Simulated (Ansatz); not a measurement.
# Meshes and cutoff for the phonons of LiCl (Fm-3m), part 2 of 3

How do the frequencies of LiCl (Fm-3m) move with q mesh, k mesh and cutoff?

Ansatz 0.2.0; DFT PBE, scalar-relativistic, plane waves, PAW.

So far, highest frequency on the path or at a solved wavevector (cm⁻¹): step 3 (phonons on a q mesh) 388; step 4 (q mesh 2×2×2) 388. The relaxed cell has a = 5.150 Å (conventional setting).

The database entry behind the starting cell differs from later determinations by our own check (0.1 to 0.3 % short, probably kX units), so it need not match the best structure at ambient conditions.

### 8. Another k mesh, k-mesh 2×2×2, q mesh 2×2×2

The k mesh is changed to 2×2×2 on a small fixed q mesh, to find the coarsest that serves.

input.yaml reads:

```yaml
crystal:
  lattice:
    - [0.0, 2.5751358477, 2.5751358477]
    - [2.5751358477, 0.0, 2.5751358477]
    - [2.5751358477, 2.5751358477, 0.0]
  atoms:
    - { symbol: Li, position: [0.0, 0.0, 0.0] }
    - { symbol: Cl, position: [0.5, 0.5, 0.5] }
kpoints:
  mp_grid: { grid: [2, 2, 2] }
hamiltonian:
  xc: pbe
scf:
  occupations: { method: fixed }
output:
  eigenvalues: true
phonons:
  method: dfpt
  dielectric: true
  rigid_motions: translations
  qmesh: [2, 2, 2]
  temperatures: { t_max: 1000, t_step: 50 }
  qpath:
    path:
      - [[0.0, 0.0, 0.0], [0.5, 0.0, 0.5], [0.625, 0.25, 0.625]]
      - [[0.375, 0.375, 0.75], [0.0, 0.0, 0.0], [0.5, 0.5, 0.5], [0.5, 0.25, 0.75], [0.5, 0.0, 0.5]]
    npoints: 10
```

Launch:

```console
$ ansatz run input.yaml --threads 4 --pin off --max-ram 7168MiB --backend cpu --events-out ev --progress --plain --runs-dir out
```

Numbers of over 12 decimals in the logs are rounded to 6 here.

Output:

```text
[...]
Crystal: 2 atoms, lattice volume = 34.153 Å³
Basis set: ecut = 420 eV, 645 PW (Γ), exchange–correlation on 50×50×50 points (8 copies of the dense FFT grid, shifted against one another)
Bands: 9, of which v1, the nominal top of the filled ones, is band 5 counted from 1 (4 counted from 0)
Symmetry: 48 space group operations
k-points: 4 of 8 (irreducible under 8 space group operations)
[...]
SCF iter   1: F=—  HF=-1287.321791 eV  |F-HF|=—  |Δ(HF+E_count)|=         —  Δρ=8.49e-3  dr2=4.06e-2  ethr=1.77e-3  ⟨swp⟩=4.2  Hψ=201  notcnv=0  defer=5
[...]
SCF iter   6: F=-1287.309868 eV  HF=-1287.309868 eV  |F-HF|=8.64e-12  |Δ(HF+E_count)|=   6.45e-9  Δρ=2.00e-7  dr2=5.25e-12  ethr=1.00e-12  ⟨swp⟩=8.5  Hψ=245  notcnv=0
SCF 1 converged in 6 iterations: F = -1287.309868 eV  dr2 = 5.25e-12
[...]
DFPT response loops at Γ: preconditioner auto → none (the input reference at scf.mixing.eps_inf says where Resta's filter doesn't serve); β = 0.50; Broyden in place of MSR1
── the response to a field inside a basis, on 4×4×4 k-points: an SCF that follows is theirs, and a resumed run solves both again ──
Bands: 6, of which v1, the nominal top of the filled ones, is band 5 counted from 1 (4 counted from 0)
k-points: 10 of 64 (irreducible under 12 space group operations)
[...]
Eigensolver: Dense (10 Hₖ)
SCF iter   1: F=—  HF=-1287.845483 eV  |F-HF|=—  |Δ(HF+E_count)|=         —  Δρ=8.78e-3  dr2=4.37e-2  ethr=1.00e-1
[...]
SCF iter   5: F=-1287.833776 eV  HF=-1287.833776 eV  |F-HF|=3.24e-9  |Δ(HF+E_count)|=   5.86e-7  Δρ=2.28e-6  dr2=1.25e-9  ethr=1.87e-9
SCF 1 converged in 5 iterations: F = -1287.833776 eV  dr2 = 1.25e-9
[...]
WARN: field response: ε∞ stands inside a basis, on 4×4×4 points; the force constants stand on the 2×2×2 k-mesh, whose period is 8.99 times the interband length at k = (0.0000, 0.0000, -0.5000), direct gap 6.865 eV, under 14: take them and everything formed from them as unconverged, and compare with a denser kpoints.mp_grid
[...]
SCF converged after 6 iterations
Free energy (F): -1287.309868 eV
[...]
Internal energy: -1287.309868 eV  (E = F + TS)
E sigma→0 (E₀):  -1287.309868 eV
Fermi energy:    1.846119 eV
[...]
--- Band table (eV) ---
[...]
--- Phonons (Γ-DFPT): 2 representative perturbations + reference, on 4 of 8 k-points (Σ response iterations 8) ---
  k mesh reduced under 8 symmetry operations, with k and −k counted as one. Each operation leaves every solved perturbation unchanged. A smaller set is not considered because the run solves the response to a homogeneous field
  ASR residual: 2.028e-4 → 0.000e0 eV/Å²; symmetrization residual: 7.188e-8 eV/Å²
  ASR residual per site (eV/Å²): 1.59e-4 2.03e-4
  Γ frequencies (cm⁻¹): 0.00 0.00 0.00 91.60 91.60 91.60
  ε∞ (high-frequency dielectric tensor):
        2.944552    -0.000000    -0.000000
       -0.000000     2.944552    -0.000000
       -0.000000    -0.000000     2.944552
  ε⁰ (static dielectric tensor: ions relaxed, cell fixed):
       44.665443     0.000000    -0.000000
        0.000000    44.665443    -0.000000
       -0.000000    -0.000000    44.665443
  ε⁰ − ε∞ (ionic part):
       41.720891     0.000000    -0.000000
        0.000000    41.720891    -0.000000
       -0.000000    -0.000000    41.720891
  softest optical mode at Γ: 91.60 cm⁻¹; the repairs (sum rule, projections) moved no ω² at Γ by more than (2.50 cm⁻¹)²
  Born effective charges Z* (e; rows j = field, columns β = displacement):
    site 0:
         1.18755    0.00000    0.00000
         0.00000    1.18755    0.00000
        -0.00000    0.00000    1.18755
    site 1:
        -1.18755   -0.00000   -0.00000
        -0.00000   -1.18755   -0.00000
         0.00000   -0.00000   -1.18755
  Z* charge neutrality: 7.240e-5 e pre-enforcement
  solved inside a basis spanned on kpoints, on 4×4×4 k-points, its susceptibility summed on 8×8×8: ε∞ is read to err by 5.9e-3, Z* by 3.5e-2 e (field_mesh: kpoints solves on kpoints); Z* is corrected for what the basis lacks
  optical modes at Γ without the LO–TO term, one row a degenerate level:
      ω (cm⁻¹)  modes    IR ((D/Å)²/amu)
         91.60      3            16.8179
  optical modes at Γ + LO–TO along q̂ = [1.0000, 0.0000, 0.0000]:
      ω (cm⁻¹)  modes    IR ((D/Å)²/amu)
         91.60      2            11.2119
        356.77      1             5.6060
  optical modes at Γ + LO–TO along q̂ = [0.0000, 1.0000, 0.0000]:
      ω (cm⁻¹)  modes    IR ((D/Å)²/amu)
         91.60      2            11.2119
        356.77      1             5.6060
  optical modes at Γ + LO–TO along q̂ = [0.0000, 0.0000, 1.0000]:
      ω (cm⁻¹)  modes    IR ((D/Å)²/amu)
         91.60      2            11.2119
        356.77      1             5.6060
--- Phonons (arbitrary-q DFPT): 3 irreducible q on the 2×2×2 mesh ---
[...]
interpolated dispersion: 63 rows × 6 modes
[...]
zero-point energy: 0.049079 eV/cell   skipped modes (ω ≤ 0): 368, of them read as no rigid motion or as one in doubt: 365 (1.119e0 modes/cell left out, lowest -70.51 cm⁻¹)   left out of the sums: 1.87e-1 of the cell's modes: C_V's classical limit lies that fraction below 3 k_B per atom; for a crystal, a wire or a layer, F and S can be off by more, and a phonons.interpolated_qmesh denser along its periods is the remedy for the sampling
```

Elapsed: 3.1 s, on 4 threads of Arm Neoverse V2, shared host; peak memory 0.34 GiB; 9.6 s of CPU time.

The run finished; it serves as a test, and its numbers are not taken as the result.

### 9. Another k mesh, k-mesh 4×4×4, q mesh 2×2×2

The k mesh is changed to 4×4×4 on a small fixed q mesh, to find the coarsest that serves.

input.yaml, as its differences from that of step 8:

```diff
@@ -9,3 +9,3 @@
 kpoints:
-  mp_grid: { grid: [2, 2, 2] }
+  mp_grid: { grid: [4, 4, 4] }
 hamiltonian:
```

Output:

```text
[...]
Crystal: 2 atoms, lattice volume = 34.153 Å³
Basis set: ecut = 420 eV, 645 PW (Γ), exchange–correlation on 50×50×50 points (8 copies of the dense FFT grid, shifted against one another)
Bands: 9, of which v1, the nominal top of the filled ones, is band 5 counted from 1 (4 counted from 0)
Symmetry: 48 space group operations
k-points: 13 of 64 (irreducible under 8 space group operations, time reversal used)
[...]
SCF iter   1: F=—  HF=-1287.827720 eV  |F-HF|=—  |Δ(HF+E_count)|=         —  Δρ=2.30e-4  dr2=1.93e-5  ethr=1.77e-3  ⟨swp⟩=5.1  Hψ=711  notcnv=0  defer=13
[...]
SCF iter   6: F=-1287.827622 eV  HF=-1287.827622 eV  |F-HF|=9.09e-13  |Δ(HF+E_count)|=  1.08e-10  Δρ=7.96e-8  dr2=8.87e-13  ethr=1.00e-12  ⟨swp⟩=5.8  Hψ=728  notcnv=0
SCF 1 converged in 6 iterations: F = -1287.827622 eV  dr2 = 8.87e-13
[...]
Bands: 6, of which v1, the nominal top of the filled ones, is band 5 counted from 1 (4 counted from 0)
k-points: 10 of 64 (irreducible under 12 space group operations)
[...]
Eigensolver: Dense (10 Hₖ)
SCF iter   1: F=—  HF=-1287.833457 eV  |F-HF|=—  |Δ(HF+E_count)|=         —  Δρ=2.22e-4  dr2=2.81e-5  ethr=1.00e-1
[...]
SCF iter   4: F=-1287.833451 eV  HF=-1287.833451 eV  |F-HF|=3.70e-10  |Δ(HF+E_count)|=   2.10e-7  Δρ=9.50e-7  dr2=1.61e-10  ethr=1.72e-9
SCF 1 converged in 4 iterations: F = -1287.833451 eV  dr2 = 1.61e-10
[...]
SCF converged after 6 iterations
Free energy (F): -1287.827622 eV
[...]
Internal energy: -1287.827622 eV  (E = F + TS)
E sigma→0 (E₀):  -1287.827622 eV
Fermi energy:    1.607390 eV
[...]
--- Band table (eV; the first three rows and the last of 13) ---
[...]
ASR residual: 1.171e-4 → 0.000e0 eV/Å²; symmetrization residual: 3.466e-8 eV/Å²
  ASR residual per site (eV/Å²): 1.17e-4 1.16e-4
  Γ frequencies (cm⁻¹): 0.00 0.00 0.00 165.65 165.65 165.65
  ε∞ (high-frequency dielectric tensor):
        2.944709    -0.000000     0.000000
       -0.000000     2.944709     0.000000
        0.000000     0.000000     2.944709
  ε⁰ (static dielectric tensor: ions relaxed, cell fixed):
       15.700385    -0.000000     0.000000
       -0.000000    15.700385     0.000000
        0.000000     0.000000    15.700385
  ε⁰ − ε∞ (ionic part):
       12.755677    -0.000000     0.000000
       -0.000000    12.755677     0.000000
        0.000000     0.000000    12.755677
[...]
Born effective charges Z* (e; rows j = field, columns β = displacement):
    site 0:
         1.18743   -0.00000   -0.00000
        -0.00000    1.18743    0.00000
         0.00000    0.00000    1.18743
    site 1:
        -1.18743    0.00000    0.00000
         0.00000   -1.18743   -0.00000
        -0.00000   -0.00000   -1.18743
  Z* charge neutrality: 2.982e-5 e pre-enforcement
[...]
optical modes at Γ without the LO–TO term, one row a degenerate level:
      ω (cm⁻¹)  modes    IR ((D/Å)²/amu)
        165.65      3            16.8145
  optical modes at Γ + LO–TO along q̂ = [1.0000, 0.0000, 0.0000]:
      ω (cm⁻¹)  modes    IR ((D/Å)²/amu)
        165.65      2            11.2097
        382.50      1             5.6048
  optical modes at Γ + LO–TO along q̂ = [0.0000, 1.0000, 0.0000]:
      ω (cm⁻¹)  modes    IR ((D/Å)²/amu)
        165.65      2            11.2097
        382.50      1             5.6048
  optical modes at Γ + LO–TO along q̂ = [0.0000, 0.0000, 1.0000]:
      ω (cm⁻¹)  modes    IR ((D/Å)²/amu)
        165.65      2            11.2097
        382.50      1             5.6048
--- Phonons (arbitrary-q DFPT): 3 irreducible q on the 2×2×2 mesh ---
[...]
interpolated dispersion: 63 rows × 6 modes
[...]
```

Elapsed: 3.5 s, on 4 threads; peak memory 0.35 GiB.

The run finished; it serves as a test, and its numbers are not taken as the result.

### 10. Another k mesh, k-mesh 6×6×6, q mesh 2×2×2

The k mesh is changed to 6×6×6 on a small fixed q mesh, to find the coarsest that serves.

input.yaml, as its differences from that of step 9:

```diff
@@ -9,3 +9,3 @@
 kpoints:
-  mp_grid: { grid: [4, 4, 4] }
+  mp_grid: { grid: [6, 6, 6] }
 hamiltonian:
```

Output:

```text
[...]
Crystal: 2 atoms, lattice volume = 34.153 Å³
Basis set: ecut = 420 eV, 645 PW (Γ), exchange–correlation on 50×50×50 points (8 copies of the dense FFT grid, shifted against one another)
Bands: 9, of which v1, the nominal top of the filled ones, is band 5 counted from 1 (4 counted from 0)
Symmetry: 48 space group operations
k-points: 30 of 216 (irreducible under 8 space group operations, time reversal used)
[...]
optical modes at Γ + LO–TO along q̂ = [0.0000, 1.0000, 0.0000]:
      ω (cm⁻¹)  modes    IR ((D/Å)²/amu)
        166.93      2            11.2094
        383.05      1             5.6047
  optical modes at Γ + LO–TO along q̂ = [0.0000, 0.0000, 1.0000]:
      ω (cm⁻¹)  modes    IR ((D/Å)²/amu)
        166.93      2            11.2094
        383.05      1             5.6047
--- Phonons (arbitrary-q DFPT): 3 irreducible q on the 2×2×2 mesh ---
[...]
interpolated dispersion: 63 rows × 6 modes
[...]
[key lines of the parts left out:]
SCF converged after 7 iterations
Free energy (F): -1287.833767 eV
Fermi energy:    1.601404 eV
```

It took 5.1 s on 4 threads; peak memory 0.41 GiB; 17 s of CPU time.

A gap read on the k-mesh alone can miss the band edges.

Frequencies (cm⁻¹) solved at each irreducible wavevector; negative means imaginary. Frequencies by wavevector, by row:

```
q in reciprocal lattice units  star  mode 1  mode 2  mode 3  mode 4  mode 5  mode 6
                        0 0 0     1       0       0       0   166.9   166.9   166.9
                     0 0 -0.5     4   102.5   102.5   185.2   185.2   201.5   387.5
                  0 -0.5 -0.5     3   127.1   127.1   180.6   180.6   190.4   209.4
```

The highest optical mode at the zone centre (no LO-TO term) is 166.9 cm⁻¹, -0.0 cm⁻¹ against the base run.

### 11. Another k mesh, q mesh 2×2×2

The k mesh is changed to 8×8×8 on a small fixed q mesh, to find the coarsest that serves.

input.yaml, as its differences from that of step 10:

```diff
@@ -9,3 +9,3 @@
 kpoints:
-  mp_grid: { grid: [6, 6, 6] }
+  mp_grid: { grid: [8, 8, 8] }
 hamiltonian:
```

Output:

```text
[...]
Crystal: 2 atoms, lattice volume = 34.153 Å³
Basis set: ecut = 420 eV, 645 PW (Γ), exchange–correlation on 50×50×50 points (8 copies of the dense FFT grid, shifted against one another)
Bands: 9, of which v1, the nominal top of the filled ones, is band 5 counted from 1 (4 counted from 0)
Symmetry: 48 space group operations
k-points: 59 of 512 (irreducible under 8 space group operations, time reversal used)
[...]
optical modes at Γ + LO–TO along q̂ = [0.0000, 1.0000, 0.0000]:
      ω (cm⁻¹)  modes    IR ((D/Å)²/amu)
        166.97      2            11.2102
        383.10      1             5.6051
  optical modes at Γ + LO–TO along q̂ = [0.0000, 0.0000, 1.0000]:
      ω (cm⁻¹)  modes    IR ((D/Å)²/amu)
        166.97      2            11.2102
        383.10      1             5.6051
--- Phonons (arbitrary-q DFPT): 3 irreducible q on the 2×2×2 mesh ---
[...]
interpolated dispersion: 63 rows × 6 modes
[...]
[key lines of the parts left out:]
SCF converged after 8 iterations
Free energy (F): -1287.833896 eV
Fermi energy:    1.601194 eV
```

Run time: 5.6 s. Hardware: 4 threads; peak memory 0.47 GiB; 20 s of CPU time.

Frequencies (cm⁻¹) solved at each irreducible wavevector; negative means imaginary. Frequencies by wavevector, by row:

```
q in reciprocal lattice units  star  mode 1  mode 2  mode 3  mode 4  mode 5  mode 6
                        0 0 0     1       0       0       0     167     167     167
                     0 0 -0.5     4   102.6   102.6   185.2   185.2   201.5   387.5
                  0 -0.5 -0.5     3   127.1   127.1   180.6   180.6   190.5   209.5
```

The highest optical mode at the zone centre (no LO-TO term) is 167.0 cm⁻¹, +0.0 cm⁻¹ against the base run.

### 12. Another k mesh, k-mesh 12×12×12, q mesh 2×2×2

The k mesh is changed to 12×12×12 on a small fixed q mesh, to find the coarsest that serves.

input.yaml, as its differences from that of step 11:

```diff
@@ -9,3 +9,3 @@
 kpoints:
-  mp_grid: { grid: [8, 8, 8] }
+  mp_grid: { grid: [12, 12, 12] }
 hamiltonian:
```

Output:

```text
[...]
Crystal: 2 atoms, lattice volume = 34.153 Å³
Basis set: ecut = 420 eV, 645 PW (Γ), exchange–correlation on 50×50×50 points (8 copies of the dense FFT grid, shifted against one another)
Bands: 9, of which v1, the nominal top of the filled ones, is band 5 counted from 1 (4 counted from 0)
Symmetry: 48 space group operations
k-points: 163 of 1728 (irreducible under 8 space group operations, time reversal used)
[...]
optical modes at Γ + LO–TO along q̂ = [0.0000, 1.0000, 0.0000]:
      ω (cm⁻¹)  modes    IR ((D/Å)²/amu)
        166.98      2            11.2102
        383.08      1             5.6051
  optical modes at Γ + LO–TO along q̂ = [0.0000, 0.0000, 1.0000]:
      ω (cm⁻¹)  modes    IR ((D/Å)²/amu)
        166.98      2            11.2102
        383.08      1             5.6051
--- Phonons (arbitrary-q DFPT): 3 irreducible q on the 2×2×2 mesh ---
[...]
interpolated dispersion: 63 rows × 6 modes
[...]
[key lines of the parts left out:]
SCF converged after 6 iterations
Free energy (F): -1287.833900 eV
Fermi energy:    1.603902 eV
```

Wall time 14 s (4 threads); peak memory 0.64 GiB.

Frequencies (cm⁻¹) solved at each irreducible wavevector; negative means imaginary. Frequencies by wavevector, by row:

```
q in reciprocal lattice units  star  mode 1  mode 2  mode 3  mode 4  mode 5  mode 6
                        0 0 0     1       0       0       0     167     167     167
                     0 0 -0.5     4   102.6   102.6   185.2   185.2   201.5   387.5
                  0 -0.5 -0.5     3   127.1   127.1   180.7   180.7   190.5   209.5
```

The highest optical mode at the zone centre (no LO-TO term) is 167.0 cm⁻¹, +0.0 cm⁻¹ against the base run.

### 13. Comparing the runs

Times are for 4 threads of Arm Neoverse V2, shared host. The series side by side:

```
no.    k-mesh  lowest mode on the q mesh (acoustic modes at Γ apart) (cm⁻¹)  highest frequency on the path or at a solved wavevector (cm⁻¹)   time  memory (GiB)
  1     6×6×6                                                         102.5                                                           387.5  5.1 s          0.41
  2     8×8×8                                                         102.6                                                           387.5  5.6 s          0.47
  3  12×12×12                                                         102.6                                                           387.5   14 s          0.64
```

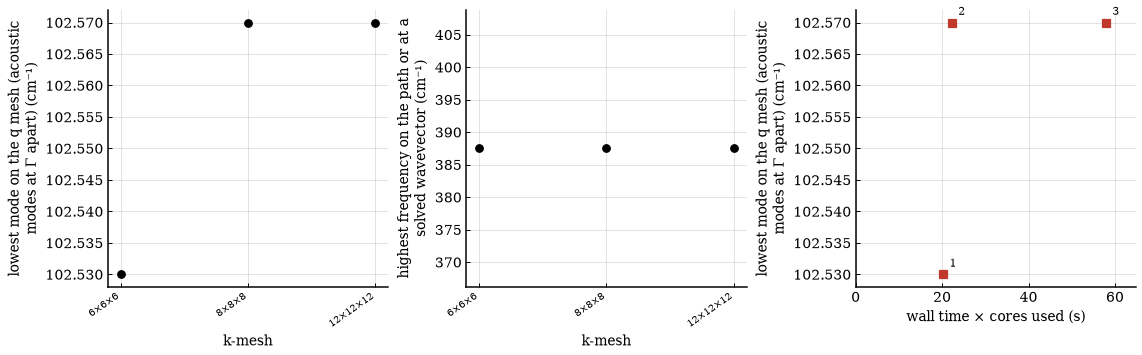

The series as plots; the last panel sets the first result against cost, with the runs numbered as in the table.

The phonon density of states has structure finer than the step of the table below, so its rows give means over 20 cm⁻¹, whole bins alone (the curve runs from 2.5 to 388 cm⁻¹). Peaks (cm⁻¹: height): 6×6×6 107.5: 0.0410, 177.5: 0.0845; 8×8×8 107.5: 0.0410, 177.5: 0.0845; 12×12×12 107.5: 0.0410, 177.5: 0.0845.

The runs together. The phonon density of states by wavenumber; means over each step; values in 1/cm⁻¹/cell:

```
wavenumber (cm⁻¹)    6×6×6    8×8×8  12×12×12
               20   2.9e-4   2.9e-4    2.9e-4
               40  0.00131  0.00130   0.00130
               60  0.00355  0.00355   0.00355
               80  0.00877  0.00875   0.00875
              100   0.0280   0.0279    0.0279
              120   0.0376   0.0377    0.0377
              140   0.0223   0.0223    0.0223
              160   0.0308   0.0308    0.0308
              180   0.0671   0.0671    0.0671
              200   0.0345   0.0345    0.0346
              220   0.0178   0.0178    0.0178
              240  0.00374  0.00374   0.00374
              260  0.00408  0.00408   0.00408
              280  0.00476  0.00476   0.00476
              300  0.00546  0.00546   0.00546
              320  0.00625  0.00625   0.00625
              340  0.00722  0.00722   0.00722
              360  0.00863  0.00863   0.00863
```

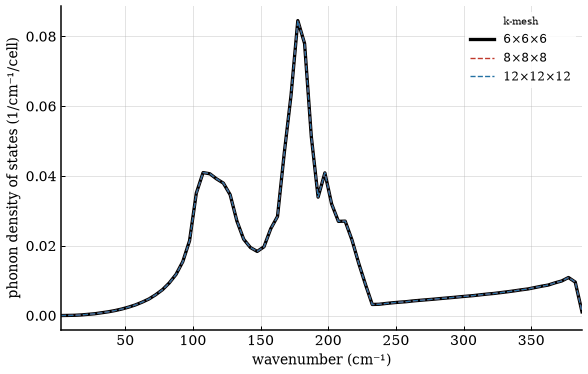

Phonon density of states, plotted against wavenumber.

The runs together, line C_V. C_V, 6×6×6 = 8×8×8 = 12×12×12 against temperature:

```
temperature (K)  C_V, 6×6×6 = 8×8×8 = 12×12×12 (J/mol-atom/K)
              0                                             0
             50                                          5.71
            100                                          14.8
            150                                          19.2
            200                                          21.4
            250                                          22.5
            300                                          23.2
            350                                          23.7
            400                                          23.9
            450                                          24.1
            500                                          24.3
            550                                          24.4
            600                                          24.5
            650                                          24.6
            700                                          24.6
            750                                          24.6
            800                                          24.7
            850                                          24.7
            900                                          24.7
            950                                          24.8
           1000                                          24.8
```

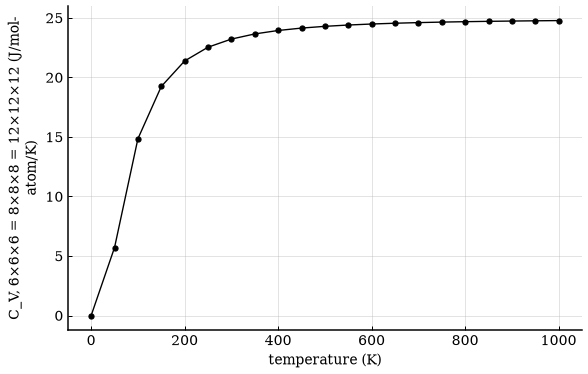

C_V, 6×6×6 = 8×8×8 = 12×12×12, plotted against temperature.

(Continued in part 3 of 3.)

[Logs are printed without paths, hosts, clocks, repeated set-up lines and the standing remarks that a program may print on its own settings, such as how far it seeks lower states.]

[Hosts, paths, dates, database ids (printed as entryN), source tags and the programs' standing remarks are cut or masked in the printed files.]
